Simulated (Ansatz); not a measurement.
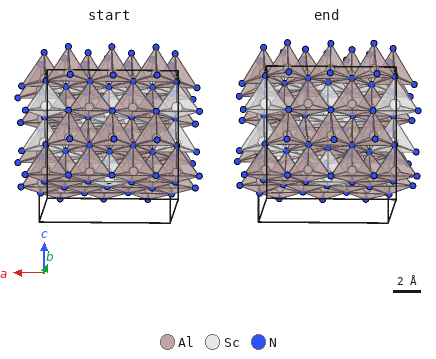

The structure of a crystal of Al$_{36}$Sc$_{12}$N$_{48}$ (a generated structure, set up in P1) before (left) and after (right) a relaxation, at one scale.

A polyhedral model of the cell of the calculation, seen from a free direction.

All numbers below come from Ansatz, DFT, PBEsol, PAW, plane waves. Settings: plane-wave cutoff 420 eV; k-point mesh 1 × 1 × 1; mesh shifted by (0.25, 0.25, 0.25); no spin polarisation; cell relaxed at fixed alpha, beta, gamma; force threshold 0.03 eV/Å; at most 80 steps.

**What changed between the two?**

The largest move relative to the cell is that of an N atom, 0.26 Å along [−2 1 −1]. Largest moves by element: N 0.26 Å, Al 0.22 Å, Sc 0.20 Å. The drawn cell changes as follows: a 9.775 → 9.672 Å (−1.1 %), b 11.287 → 11.191 Å (−0.9 %), c 9.702 → 9.994 Å (+3.0 %); the volume changes by +1.1 %. Near-neighbour distances that change, for instance: Sc–Sc 3.070 → 3.319 Å, Sc–Sc 3.207 → 3.445 Å, Sc–Sc 3.044 → 3.267 Å, N–Sc 1.898 → 2.095 Å. Bond angles that change, for instance: N–Al–N 118.1° → 103.1°, Sc–N–Sc 117.0° → 103.6°, Al–N–Al 102.3° → 115.3°. The space group stays P1 (No. 1). Over 7 geometry steps the energy falls by 11.257 eV per cell of the calculation. The largest force component goes from 4 to 0.007 eV/Å. The pressure goes from 3.82 to −0.02 GPa.
